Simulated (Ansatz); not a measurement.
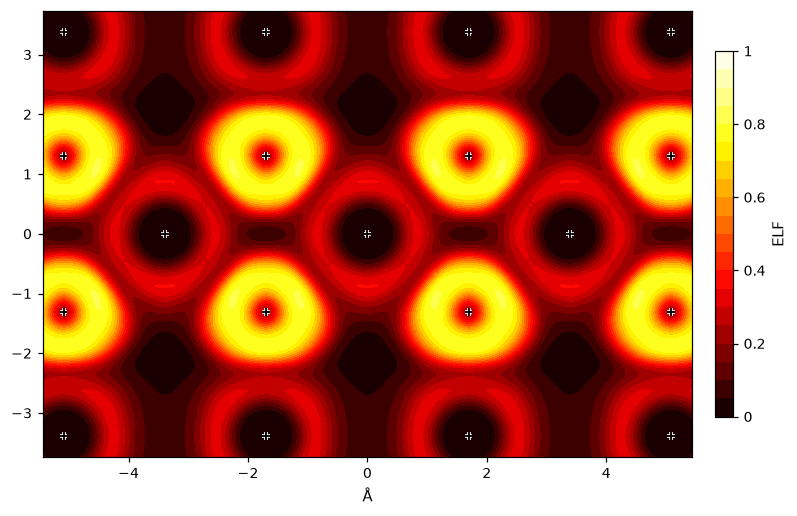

The ELF on a plane through atoms (crosses mark nuclei in the plane).

Method: DFT PBEsol, scalar-relativistic, plane waves, PAW (Ansatz 0.2.0).

Candidates:
A. Ca, a = 3.95 Å, b = 3.95 Å, c = 5.14 Å, α = 90.00°, β = 90.00°, γ = 90.00°. Space group I4/mmm; changed on purpose from its base cell (strain +0.000 along x and y, -0.080 along z, atoms carried along).
B. PbO₂, a = 4.78 Å, b = 4.78 Å, c = 3.39 Å, α = 90.00°, β = 90.00°, γ = 90.00°. Space group P4₂/mnm; computed pressure about 15 GPa in this cell.

Question: Which system is this?

Answer: Candidate B: PbO₂ on the (110) plane of the conventional cell, which holds Pb and O. Pb–O (2.08 Å): the ELF peaks at about 0.80 in the valence shell of O, 0.6 Å from its nucleus, and drops to about 0.25 between the two atoms. Pb–O (2.14 Å): the ELF peaks at about 0.80 in the valence shell of O, 0.6 Å from its nucleus, and drops to about 0.25 between the two atoms.
